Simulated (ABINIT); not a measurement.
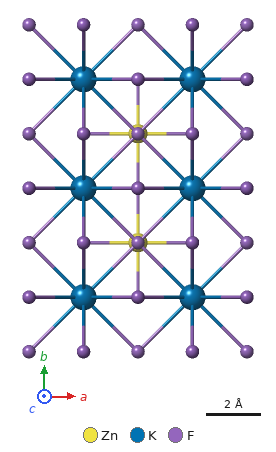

Solid KZnF₃ (set up in Pm-3m), before the relaxation. The picture is a ball-and-stick view of the cell of the calculation, repeated 1 × 2 × 1 with one cell outlined, seen along the c axis.

The run lets cell and atoms move.

The calculation used Kohn-Sham DFT of a periodic cell, LDA, JTH PAW LDA v2.0 in ABINIT 10.8.3.

The input:
```
# Pseudopotentials
pp_dirpath "./"
pseudos "Zn.LDA_PW-JTH.xml, K.LDA_PW-JTH.xml, F.LDA_PW-JTH.xml"

# Structure
acell 3*1.0
rprim
     7.6533908047     0.0000000000     0.0000000000
     0.0000000000     7.6533908047     0.0000000000
     0.0000000000     0.0000000000     7.6533908047
ntypat 3
znucl 30 19 9
natom 5
typat 1 2 3 3 3
chkprim 0
chksymtnons 0
tolsym 1.0e-6
xred
            1/2            1/2            1/2
            0.0            0.0            0.0
            1/2            0.0            1/2
            0.0            1/2            1/2
            1/2            1/2            0.0

# Plane-wave basis
ecut 23.0
pawecutdg 45.0
pawovlp -1
ecutsm 0.5

# k points
kptopt 1
ngkpt 5 5 5
nshiftk 1
shiftk 0.0 0.0 0.0

# Exchange and correlation
ixc 7

# Bands and occupations
nband 26
occopt 3
tsmear 0.05 eV

# SCF cycle
nstep 80
tolvrs 1.0e-10

# Output
iomode 3
prteig 0
prtebands 0
prtwf 0
prtden 0

# Relaxation
ionmov 2
optcell 2
ntime 50
tolmxf 2.0e-5
dilatmx 1.08
```

Launched with:
```bash
abinit run.abi > log 2>&1
```

> Predict the outcome.

After 4 geometry steps the energy has fallen by 11.8 meV per atom. All forces vanish by symmetry, so only the cell relaxes. The pressure goes from −4.79 to 0.00 GPa. No atom moves by more than 0.005 Å relative to the cell. Cell: a = b = c 4.050 → 3.973 Å (−1.9 %). Volume −5.6 %. Some distances before and after: F–K 2.864 → 2.809 Å, F–Zn 2.025 → 1.987 Å. The space group stays Pm-3m (No. 221).

The end point in the same view:

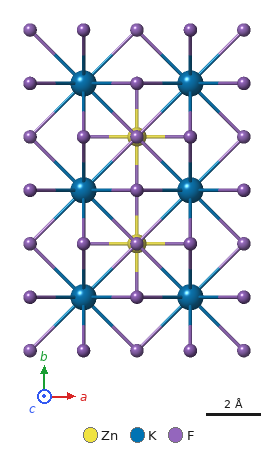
